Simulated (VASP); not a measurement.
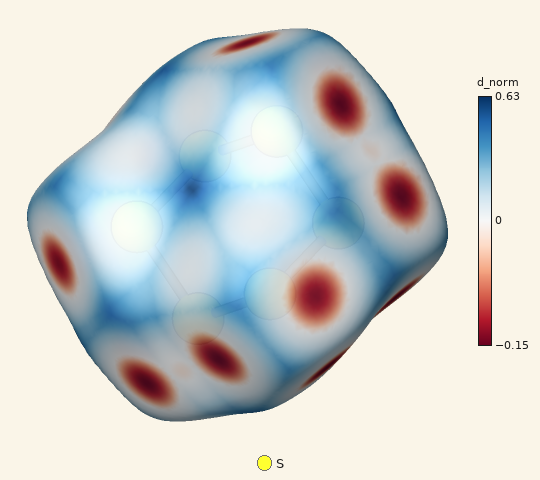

Hirshfeld surface computed for the S₆ molecule in S in space group R-3, coloured by d_norm.

The surface is where the fragment's share of the procrystal density (the sum of the densities of spherically averaged neutral Hartree-Fock atoms) equals one half. d_i and d_e are the distances from the surface to the nearest nucleus inside and outside; d_norm adds both, each measured against its van der Waals radius (Alvarez: S 1.89 Å), so red marks contacts shorter than the sum of radii, white equal and blue longer.

Origin of the cell: an entry of the Crystallography Open Database, as set up for an electronic-structure calculation.

```xyz
18
Lattice="10.8180 0.0000 0.0000 -5.4090 9.3687 0.0000 0.0000 0.0000 4.2800" Properties=species:S:1:pos:R:3 pbc="T T T"
S     4.1595    4.4851    0.9751
S     1.8044    6.6468    2.4018
S     4.8540    7.6055    3.8285
S    -4.1595    8.0065    0.4515
S    -1.8044    5.8448    3.3049
S     5.9640    4.8861    1.8782
S    -1.2495    7.6080    2.4018
S     1.8044    0.4010    3.8285
S     4.8540    1.3597    0.9751
S     6.6585    1.7607    1.8782
S     3.6046    8.9677    0.4515
S     0.5550    8.0090    3.3049
S     9.5685    1.3622    3.8285
S     7.2134    3.5239    0.9751
S    -0.5550    4.4826    2.4018
S     1.2495    4.8836    3.3049
S     3.6046    2.7219    1.8782
S     0.5550    1.7632    0.4515
```

Q: Which contact with the surroundings is the closest relative to the atoms' sizes?

A: S···S at 3.50 Å, 93 % of the sum of the van der Waals radii.

Q: How is the surface shared among contacts (both directions of a pair summed)?

A: S···S 100 %.

Q: Give the size and shape of the surface.

A: It encloses about 139 Å³, has an area of about 142 Å² and a globularity of 0.91 (1 for a sphere).
